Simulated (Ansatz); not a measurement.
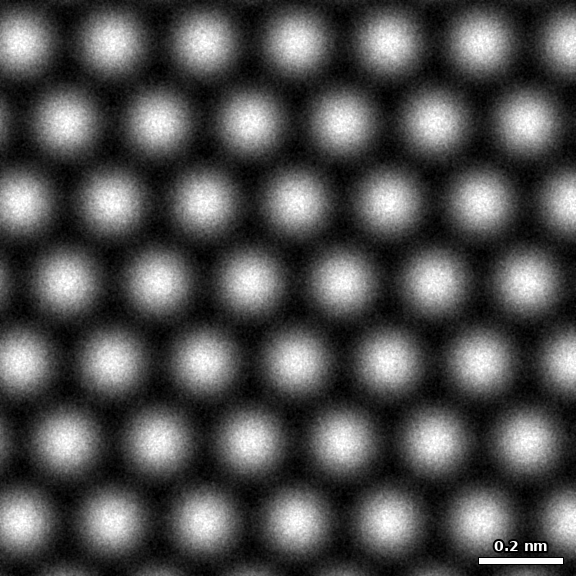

Dark-field STEM-like image of Ru (Fd-3m, No. 227). Simulation: incoherent imaging, intensity Z^1.7 per atom, probe width 1.30 Å, thin sample. Shot noise was added. Structure: the geometry given to an electronic-structure calculation, possibly off equilibrium; the starting structure was generated, so it need not be a known form of this composition.

```
Ru
1.0
     5.48758    0.00000    0.00000
     0.00000    5.48758    0.00000
     0.00000    0.00000    5.48758
Ru
8
Direct
  0.75000 0.75000 0.75000
  0.00000 0.50000 0.00000
  0.75000 0.25000 0.25000
  0.00000 0.00000 0.50000
  0.25000 0.75000 0.25000
  0.50000 0.50000 0.50000
  0.25000 0.25000 0.75000
  0.50000 0.00000 0.00000
```

### Which beam direction gives this image, [111], [221], [210] or [211]? (Directions equivalent by symmetry count as one.)

[111]. The projected cells are 2.24 × 2.24 Å, 120° for [111]; 0.65 × 1.94 Å, 90° for [221]; 1.23 × 1.50 Å, 114° for [210]; 1.94 × 3.17 Å, 90° for [211], and the image repeats as the [111] one does.
